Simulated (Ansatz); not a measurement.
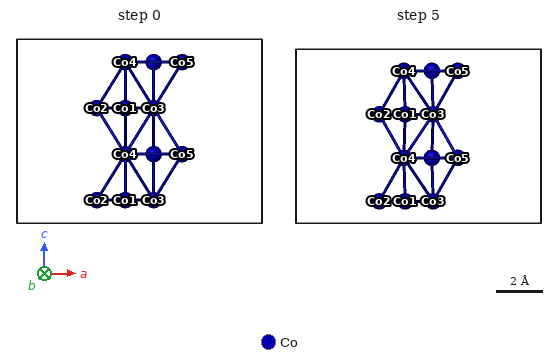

The structure of a wire of composition Co before (left) and after (right) a relaxation, at one scale.

The picture is a ball-and-stick view of the 2 repeat of the cell, with the vacuum cut short, seen along the b axis.

Case: wire along [0 0 1], 6 atoms a period.

The calculation used DFT PBE, scalar-relativistic, plane waves, PAW in Ansatz 0.2.0.

Input
```yaml
crystal:
  lattice:
    - [12.7, 0.0, 0.0]
    - [0.0, 12.9, 0.0]
    - [0.0, 0.0, 4.0330685337]
  atoms:
    - { symbol: Co, position: [0.4509100653, 0.3604866261, 0.25], spin: 1.86 }
    - { symbol: Co, position: [0.352730196, 0.5279026748, 0.25], spin: 1.86 }
    - { symbol: Co, position: [0.5490899347, 0.5279026748, 0.25], spin: 1.86 }
    - { symbol: Co, position: [0.4509100653, 0.4720973252, 0.75], spin: 1.86 }
    - { symbol: Co, position: [0.647269804, 0.4720973252, 0.75], spin: 1.86 }
    - { symbol: Co, position: [0.5490899347, 0.6395133739, 0.75], spin: 1.86 }
basis:
  ecutwfc: 420
kpoints:
  mp_grid: { grid: [1, 1, 8] }
hamiltonian:
  xc: pbe
scf:
  occupations: { method: gaussian, width: 0.05 }
output:
  forces: true
  stress: true
  eigenvalues: true
  populations: true
  write_density: true
  write_potential: true
  elf: true
  volumetric_format: npy
magnetization:
  spin_polarized: true
relax:
  adjacent_minimum: "off"
  f_tol: 0.02
  max_steps: 45
  cell: { fix: [a, b, alpha, beta, gamma], stress_tol: 0.03 }
```

Launched with:
```bash
ansatz run input.yaml --threads 4 --pin off --max-ram 9216MiB --backend cpu --events-out ev --progress --plain --runs-dir out
```

> Summarise the run.

Over 4 accepted moves (5 points after the start) the energy falls by 0.989 eV per cell of the calculation. The largest force component goes from 1.9 to 0.017 eV/Å. At 1 point the geometry stayed and the basis and grid were re-selected for the new cell (energy shift of 3.8 meV per cell of the calculation at most each time). The largest moves relative to the layer's centre, 0.15 Å, are those of Co1, Co2, Co5 and Co6. Along the periodic axis the drawn cell goes c 8.066 → 7.632 Å (−5.4 %). Among the contacts that change: Co1–Co2 2.494 → 2.274 Å, Co1–Co4 2.478 → 2.298 Å, Co1–Co3 2.494 → 2.364 Å, Co3–Co4 2.478 → 2.416 Å. Among the angles between lasting bonds that change: Co3–Co5–Co3 108.9° → 112.2°, Co3–Co5–Co4 59.8° → 62.4°. The run took 2 min on 4 threads of Intel(R) Xeon(R) Platinum 8259CL CPU @ 2.50GHz (Skylake/Cascade Lake), with other jobs on the host, peak memory 1.5 GiB.

Limits of the set-up: the k-point mesh is coarse for a cell with partly filled bands.
